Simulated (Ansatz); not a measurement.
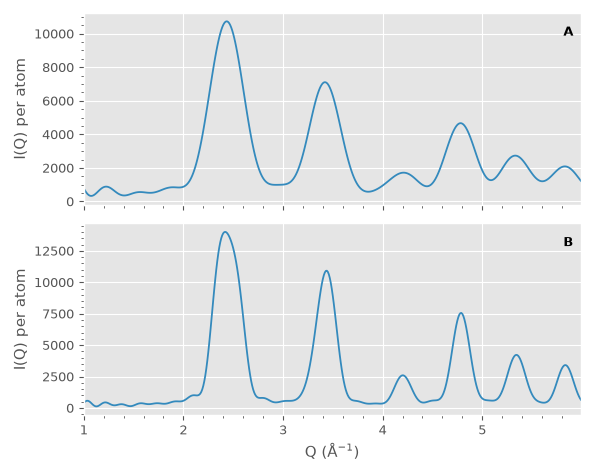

X-ray scattering of spheres cut from the crystal structure of Ta (I4_1/amd, a = 5.290 Å, b = 5.290 Å, c = 2.812 Å, α = 90.00°, β = 90.00°, γ = 90.00°), calculated atom by atom with the Debye equation (B = 0.5 Å², no relaxation of the surface). Structure used: coordinates from a relaxation with DFT PBE, scalar-relativistic, plane waves, PAW (Ansatz); the starting structure was generated, so it need not be a known form of this composition.

### The spheres are 20 and 36 Å across. Which curve is which?

curve A: 20 Å (219 atoms); curve B: 36 Å (1245 atoms). Peak widths go roughly as 2π/D, so the largest sphere has the sharpest peaks.

### Index the main peaks of the largest sphere.

Q ≈ 2.42 Å⁻¹: 200; Q ≈ 3.44 Å⁻¹: 220 + 211; Q ≈ 4.20 Å⁻¹: 301; Q ≈ 4.79 Å⁻¹: 400 + 112 + 321; Q ≈ 5.34 Å⁻¹: 420 + 411.
